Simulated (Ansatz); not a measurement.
**TiO₂: density, localisation and related maps**

Input file:

```
crystal:
  lattice:
    - [0.0, 2.3968272547, 2.3968272547]
    - [2.3968272547, 0.0, 2.3968272547]
    - [2.3968272547, 2.3968272547, 0.0]
  atoms:
    - { symbol: Ti, position: [0.0, 0.0, 0.0] }
    - { symbol: O, position: [0.25, 0.25, 0.25] }
    - { symbol: O, position: [0.75, 0.75, 0.75] }
  host: atoms
kpoints:
  mp_grid: { grid: [6, 6, 6] }
  band_path:
    path:
      - [0.0, 0.0, 0.0]
      - [0.5, 0.0, 0.5]
      - [0.625, 0.25, 0.625]
      - [0.375, 0.375, 0.75]
      - [0.5, 0.5, 0.5]
      - [0.5, 0.25, 0.75]
      - [0.0, 0.5, 0.5]
    npoints: 1
hamiltonian:
  xc:
    exchange: pbe
    correlation: pbe
    exx: { coeff: inverse_dielectric }
scf:
  occupations: { method: fixed }
  n_extra_bands: 4
output:
  forces: true
  stress: true
  eigenvalues: true
  write_density: true
  write_potential: true
  elf: true
  volumetric_format: npy
```

Run with:

```sh
ansatz run input.yaml --threads 2 --pin off --max-ram 2211MiB --backend cpu --events-out ev --progress --plain --runs-dir out
```

Below, planes, directions and counts refer to the conventional cell (a = 4.79 Å, b = 4.79 Å, c = 4.79 Å, α = 90.00°, β = 90.00°, γ = 90.00°).

Space group Fm-3m; started from the fluorite prototype, which need not be the ambient phase; computed without spin polarisation.

Level of theory: DFT, dielectric-dependent PBE0 (fraction 1/eps_inf of PBE), plane waves, PAW in Ansatz.

The density is the valence pseudo-density of a PAW calculation; it isn't the true density close to the nuclei.

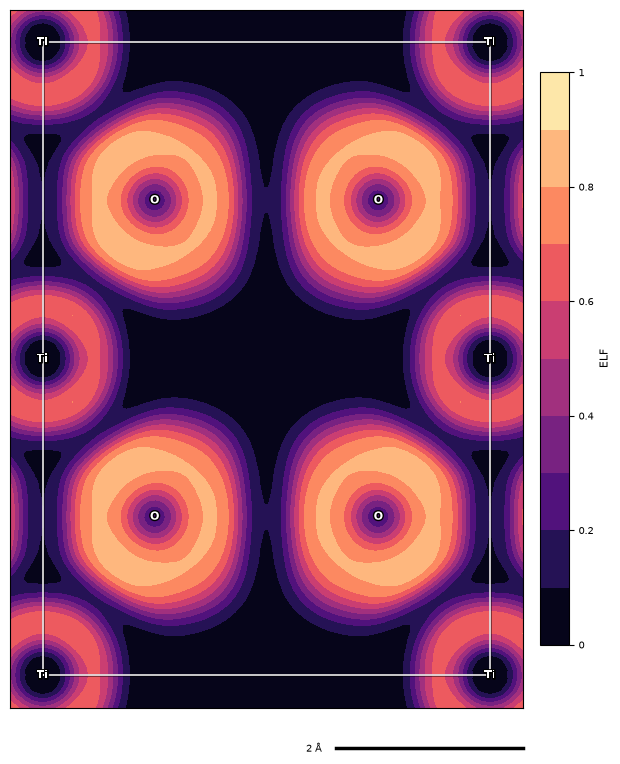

Figure 1. ELF on the (011) plane of the conventional cell.

Q: What does the map show?

A:
- Atoms in the plane: Ti and O.
- Ti–O (2.08 Å): the ELF peaks at about 0.85 in the valence shell of O, 0.6 Å from its nucleus, and is about 0.20 at the midpoint: no shared electron pair shows on this line.
- The features right at Ti lie inside the PAW spheres, where the map follows smoothed inner orbitals and isn't to be read closely.

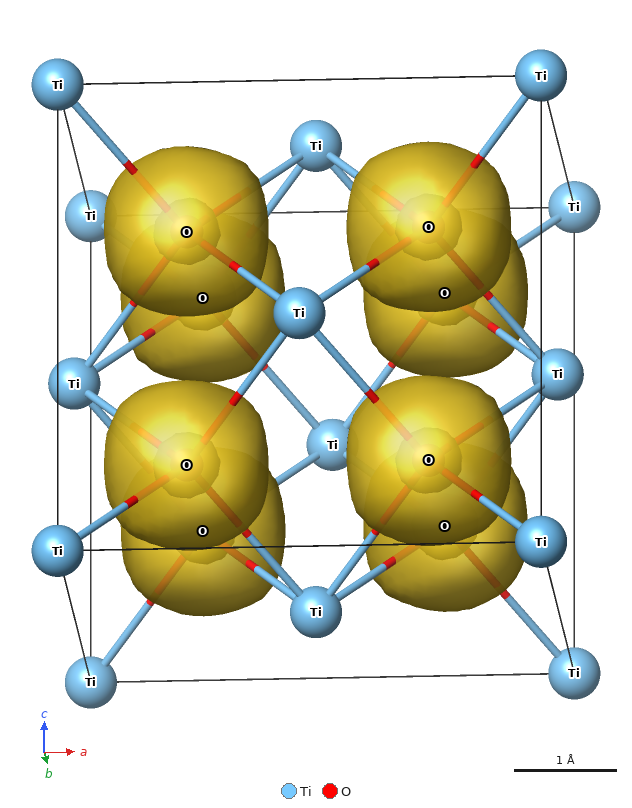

Figure 2. Isosurface of the ELF at 0.65 (yellow), seen at an oblique angle. Only the valence region is drawn (cores and ρ < 0.01 e/Å³ removed). Sticks mark near contacts.

Q: What do the ELF domains correspond to?

A: The ELF exceeds this value in eight regions wrapped around O (the valence shell of each), counted in one cell of 12 atoms. Regions shared between cells count once.

Q: Does the calculation give a band gap?

A: It is gapped, with a Kohn–Sham gap of 2.0 eV on the k-point mesh, an upper bound to the gap of this method.
